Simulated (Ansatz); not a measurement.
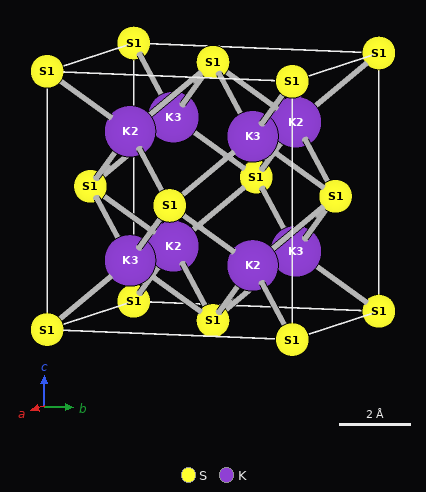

Figure 1. The input geometry of run 1 (ball-and-stick view of the cell 4 times as large as that of the calculation, set on its symmetry axes, seen slightly off an axis; atoms are numbered from 1 in the order of the input). Near neighbours in the crystal (not all of them lie inside the picture): S has 8 K at 3.21 Å; K has 4 S at 3.21 Å.

# K$_{2}$S: one change and its effect

System: K$_{2}$S (Fm-3m, 3 atoms in the cell).
Method of run 1: DFT, r2SCAN, plane waves, PAW, no spin polarisation (Ansatz 0.2.0).

The structure was built on a prototype by a generator. The geometry comes from this level: r2SCAN. Text and figures count atoms from 1; the logs count them from 0 in places.

## Input, run 1
```yaml
crystal:
  lattice:
    - [0.0, 3.7027568457, 3.7027568457]
    - [3.7027568457, 0.0, 3.7027568457]
    - [3.7027568457, 3.7027568457, 0.0]
  atoms:
    - { symbol: S, position: [0.0, 0.0, 0.0] }
    - { symbol: K, position: [0.25, 0.25, 0.25] }
    - { symbol: K, position: [0.75, 0.75, 0.75] }
kpoints:
  mp_grid: { grid: [6, 6, 6] }
  band_path:
    path:
      - [0.0, 0.0, 0.0]
      - [0.5, 0.0, 0.5]
      - [0.625, 0.25, 0.625]
      - [0.375, 0.375, 0.75]
      - [0.5, 0.5, 0.5]
      - [0.5, 0.25, 0.75]
      - [0.0, 0.5, 0.5]
    npoints: 1
hamiltonian:
  xc: r2scan
scf:
  occupations: { method: fixed }
  n_extra_bands: 4
output:
  forces: true
  stress: true
  eigenvalues: true
```

Launched with:
```bash
ansatz run input.yaml --threads 2 --pin off --max-ram 2764MiB --backend cpu --events-out ev --progress --plain --runs-dir out
```

Hardware: 2 threads of Arm Neoverse V1, 24 GiB of memory available, shared host.

## Output, shortened to warnings, some set-up lines, iterations and results (run 1)
```
Basis set: ecut = 500 eV, 2637 PW (Γ), exchange–correlation on 160×160×160 points (64 copies of the dense FFT grid, shifted against one another)
Symmetry: 48 space group operations
k-points: 16 of 216
Initial density: superposition of atomic densities (neutral atoms: chi_scale 0, normalization atom), corrected by the library's trained network
[...]
SCF iter   1: F=—  HF=-3994.539162 eV  |F-HF|=—  |Δ(HF+E_count)|=         —  Δρ=3.68e-3  dr2=1.06e-2  dr2_τ=3.91e-3  ethr=1.77e-3  ⟨swp⟩=4.8  Hψ=1227  notcnv=0  defer=19
SCF iter   2: F=—  HF=-3994.564650 eV  |F-HF|=—  |Δ(HF+E_count)|=   2.55e-2  Δρ=1.73e-3  dr2=1.58e-3  dr2_τ=1.55e-4  ethr=4.40e-5  ⟨swp⟩=3.0  Hψ=618  notcnv=0  defer=29
SCF iter   3: F=—  HF=-3994.564896 eV  |F-HF|=—  |Δ(HF+E_count)|=   2.47e-4  Δρ=6.02e-4  dr2=3.05e-4  dr2_τ=3.30e-5  ethr=6.59e-6  ⟨swp⟩=2.0  Hψ=355  notcnv=0  defer=29
SCF iter   4: F=—  HF=-3994.564914 eV  |F-HF|=—  |Δ(HF+E_count)|=   1.79e-5  Δρ=1.12e-4  dr2=7.54e-6  dr2_τ=2.76e-6  ethr=1.27e-6  ⟨swp⟩=2.0  Hψ=335  notcnv=0  defer=29
SCF iter   5: F=—  HF=-3994.564919 eV  |F-HF|=—  |Δ(HF+E_count)|=   4.93e-6  Δρ=1.77e-5  dr2=1.89e-7  dr2_τ=2.54e-8  ethr=3.14e-8  ⟨swp⟩=3.0  Hψ=448  notcnv=0  defer=3
SCF iter   6: F=-3994.564919 eV  HF=-3994.564919 eV  |F-HF|=9.77e-9  |Δ(HF+E_count)|=   3.21e-7  Δρ=3.31e-6  dr2=1.41e-8  dr2_τ=5.49e-10  ethr=4.17e-10  ⟨swp⟩=7.9  Hψ=1587  …
SCF 1 converged in 6 iterations: F = -3994.564919 eV  dr2 = 1.41e-8
NSCF: frozen V_eff on 7 k-points
SCF converged after 6 iterations
Free energy (F): -3994.564919 eV
Harris-Foulkes:  -3994.564919 eV  (|F-HF|=9.77e-9)
Internal energy: -3994.564919 eV  (E = F + TS)
E sigma→0 (E₀):  -3994.564919 eV
Fermi energy:    2.354664 eV
--- Per-component energies (eV) ---
  E_band       = -243.471674
  E_kinetic    = 615.540402
  E_local      = -1373.568183  (includes V_loc(G=0)·N_el)
  E_nonlocal   = 53.304808
  E_hartree    = 479.181392
  E_xc         = -360.619575
  E_vxc        = -468.565681  (∫ρ·V_xc dr)
  E_paw        = -2185.273174  (= ΣΔE_a)
  E_vpaw       = -55.428663  (= ΣTr[D̂ρ^β])
  E_aug_tail   = -0.000003  (compensation charges beyond the density's cutoff)
  E_vtau       = 26.882941  (kinetic-family band-sum trace: ∫τ·v_τ [+ j·A + Jᵃ·Aᵃ] dr)
  E_ewald      = -1222.628448
  E_core_change = -0.502137  (= ΣΔE_core)
  E_smearing   = -0.000000  (= −TS)
  E_closure    = -0.000000  (closes the sum)
  Σ components = -3994.564919   (vs F -3994.564919, Δ=0.00e0)
--- Forces (eV/Å), atoms counted from 1 ---
  atom   1  S     -0.00000000     0.00000000     0.00000000
  atom   2  K      0.00000000    -0.00000000     0.00000000
  atom   3  K      0.00000000     0.00000000     0.00000000
  max |Σ_I F_I| component: 6.94e-18 eV/Å
--- Stress (GPa, compression-positive) ---
        0.006535      -0.000000       0.000000
       -0.000000       0.006535       0.000000
        0.000000       0.000000       0.006535
  P = ⅓ Tr σ = 0.0065 GPa (0.065 kbar)
```

Run 2 used a changed input.

## The two runs side by side

| quantity | run 1 | run 2 |
| --- | --- | --- |
| outcome | converged | converged |
| free energy per atom (eV) | −1331.5216 | −1326.9521 |
| gap on the mesh (eV) | 2.75 | 2.38 |
| pressure (GPa) | 0.01 | 0.44 |
| largest force (eV/Å) | 0.000 | 0.000 |
| SCF iterations | 6 | 6 |
| irreducible k-points | 16 | 16 |
| plane waves at Γ | 2637 | 1989 |
| wall time (shared host) | 3.2 s | 1.2 s |

Which change of the input explains these differences?

The change (lines with − go, lines with + come):
```diff
-  xc: r2scan
+  xc: pbe
```

The total energies belong to different methods, so their difference says nothing on which is more stable or more accurate. The gap on the mesh goes from 2.75 to 2.38 eV. The pressure goes from 0.01 to 0.44 GPa. The functional changes from r2SCAN to PBE. The number of SCF iterations is the same. The default cutoff goes from 500 to 420 eV with the change. The plane waves at Γ go from 2637 to 1989.

## Output, shortened to warnings, some set-up lines, iterations and results (run 2)
```
Basis set: ecut = 420 eV, 1989 PW (Γ), exchange–correlation on 72×72×72 points (8 copies of the dense FFT grid, shifted against one another)
Symmetry: 48 space group operations
k-points: 16 of 216
Initial density: superposition of atomic densities (neutral atoms: chi_scale 0, normalization atom), corrected by the library's trained network
[...]
SCF iter   1: F=—  HF=-3980.857270 eV  |F-HF|=—  |Δ(HF+E_count)|=         —  Δρ=5.83e-4  dr2=7.50e-4  ethr=1.77e-3  ⟨swp⟩=4.8  Hψ=1172  notcnv=0  defer=25
SCF iter   2: F=—  HF=-3980.856325 eV  |F-HF|=—  |Δ(HF+E_count)|=   9.44e-4  Δρ=4.55e-4  dr2=3.57e-4  ethr=3.12e-6  ⟨swp⟩=2.1  Hψ=602  notcnv=0  defer=29
SCF iter   3: F=—  HF=-3980.856244 eV  |F-HF|=—  |Δ(HF+E_count)|=   8.11e-5  Δρ=1.41e-4  dr2=1.81e-5  ethr=1.49e-6  ⟨swp⟩=2.0  Hψ=317  notcnv=0  defer=26
SCF iter   4: F=—  HF=-3980.856240 eV  |F-HF|=—  |Δ(HF+E_count)|=   4.47e-6  Δρ=8.49e-5  dr2=1.00e-5  ethr=7.55e-8  ⟨swp⟩=3.0  Hψ=486  notcnv=0  defer=25
SCF iter   5: F=—  HF=-3980.856237 eV  |F-HF|=—  |Δ(HF+E_count)|=   2.42e-6  Δρ=3.72e-5  dr2=1.79e-6  ethr=4.17e-8  ⟨swp⟩=2.0  Hψ=293  notcnv=0  defer=25
SCF iter   6: F=-3980.856237 eV  HF=-3980.856237 eV  |F-HF|=1.72e-9  |Δ(HF+E_count)|=   4.84e-7  Δρ=2.40e-6  dr2=4.83e-9  ethr=4.17e-10  ⟨swp⟩=6.5  Hψ=1624  notcnv=0
SCF 1 converged in 6 iterations: F = -3980.856237 eV  dr2 = 4.83e-9
NSCF: frozen V_eff on 7 k-points
SCF converged after 6 iterations
Free energy (F): -3980.856237 eV
Harris-Foulkes:  -3980.856237 eV  (|F-HF|=1.72e-9)
Internal energy: -3980.856237 eV  (E = F + TS)
E sigma→0 (E₀):  -3980.856237 eV
Fermi energy:    2.613202 eV
--- Per-component energies (eV) ---
  E_band       = -226.987638
  E_kinetic    = 615.980762
  E_local      = -1375.384858  (includes V_loc(G=0)·N_el)
  E_nonlocal   = 53.729926
  E_hartree    = 480.104753
  E_xc         = -368.650380
  E_vxc        = -418.775115  (∫ρ·V_xc dr)
  E_paw        = -2164.007987  (= ΣΔE_a)
  E_vpaw       = -62.749432  (= ΣTr[D̂ρ^β])
  E_aug_tail   = -0.000005  (compensation charges beyond the density's cutoff)
  E_ewald      = -1222.628448
  E_smearing   = -0.000000  (= −TS)
  E_closure    = -0.000000  (closes the sum)
  Σ components = -3980.856237   (vs F -3980.856237, Δ=0.00e0)
--- Forces (eV/Å), atoms counted from 1 ---
  atom   1  S     -0.00000000     0.00000000     0.00000000
  atom   2  K      0.00000000     0.00000000     0.00000000
  atom   3  K     -0.00000000    -0.00000000    -0.00000000
  max |Σ_I F_I| component: 1.39e-17 eV/Å
--- Stress (GPa, compression-positive) ---
        0.444753      -0.000000       0.000000
       -0.000000       0.444753      -0.000000
       -0.000000      -0.000000       0.444753
  P = ⅓ Tr σ = 0.4448 GPa (4.448 kbar)
```
